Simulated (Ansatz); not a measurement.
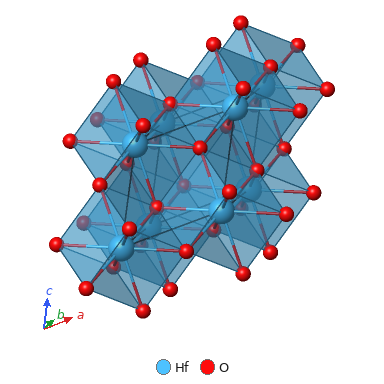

System: HfO₂, space group Fm-3m (No. 225). The picture shows the cell.

The given structure:
```
CELL_PARAMETERS angstrom
0.00000 2.53550 2.53550
2.53550 0.00000 2.53550
2.53550 2.53550 0.00000
ATOMIC_POSITIONS crystal
Hf 0.00000 0.00000 0.00000
O 0.25000 0.25000 0.25000
O 0.75000 0.75000 0.75000
```

Calculation (Ansatz 0.2.0): Born effective charges by linear response at the zone centre, in units of the proton charge, Cartesian axes of the given cell; plane waves with PAW datasets. Level: PBE, no spin polarisation.

- wave cutoff: 420 eV
- k mesh: 8×8×8
- occupations: fixed
- pressure: 4 GPa

Predict the mean Born effective charge of each atom. The cases: Hf; O 1; O 2.

The largest in size is that of Hf, 5.55 e, and the charges add up to 0.00 e. The charges are isotropic.

| atom | mean Born effective charge (e) |
| --- | --- |
| Hf | 5.548 |
| O 1 | −2.774 |
| O 2 | −2.774 |

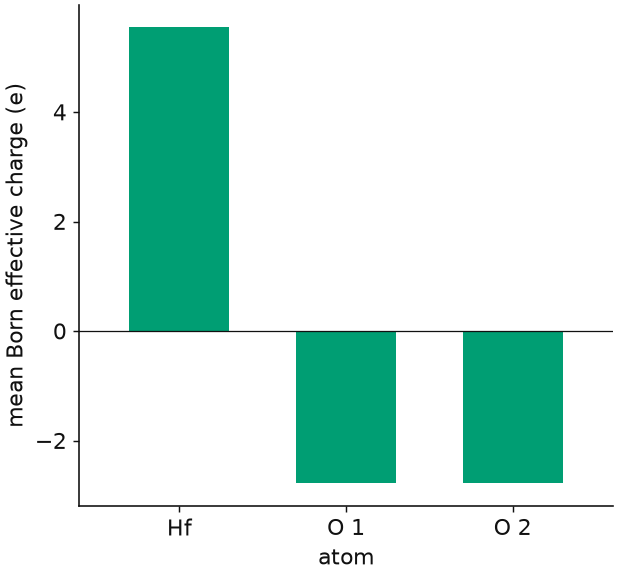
